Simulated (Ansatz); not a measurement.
```cif
data_structure
_symmetry_space_group_name_H-M 'P 1'
_symmetry_Int_Tables_number 1
_cell_length_a 3.9188
_cell_length_b 3.9188
_cell_length_c 3.9188
_cell_angle_alpha 90.000
_cell_angle_beta 90.000
_cell_angle_gamma 90.000
_cell_volume 60.18
loop_
_atom_site_label
_atom_site_type_symbol
_atom_site_fract_x
_atom_site_fract_y
_atom_site_fract_z
_atom_site_occupancy
Pd1 Pd 0.00000 0.00000 0.00000 1
Pd2 Pd 0.50000 0.50000 0.00000 1
Pd3 Pd 0.50000 0.00000 0.50000 1
Pd4 Pd 0.00000 0.50000 0.50000 1
```

Space group Fm-3m.

Method: Kohn-Sham DFT of a periodic cell, revPBE0, Ansatz PAW (Ansatz 0.2.0).

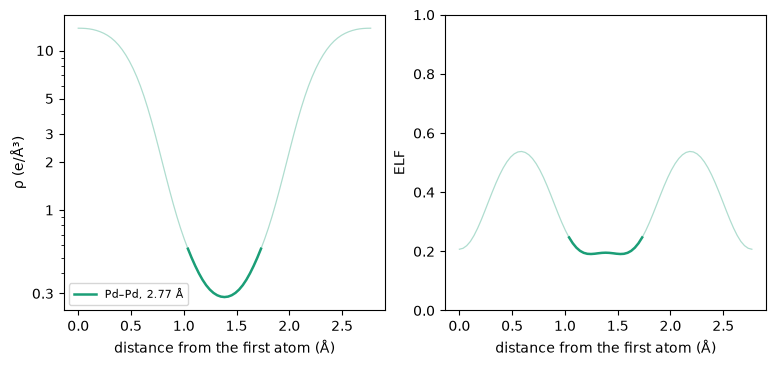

Pd. Valence charge density (pseudo) and ELF along straight lines between neighbouring atoms. Thin, pale parts lie inside the atomic spheres.

In a PAW calculation such maps are meaningful between the atoms, not at the nuclei.

Q: What can be read from the curves?

A: Pd–Pd (2.77 Å): the density is about 0.28 e/Å³ at the midpoint; the ELF is about 0.20 at the midpoint (no shared electron pair shows on this line).
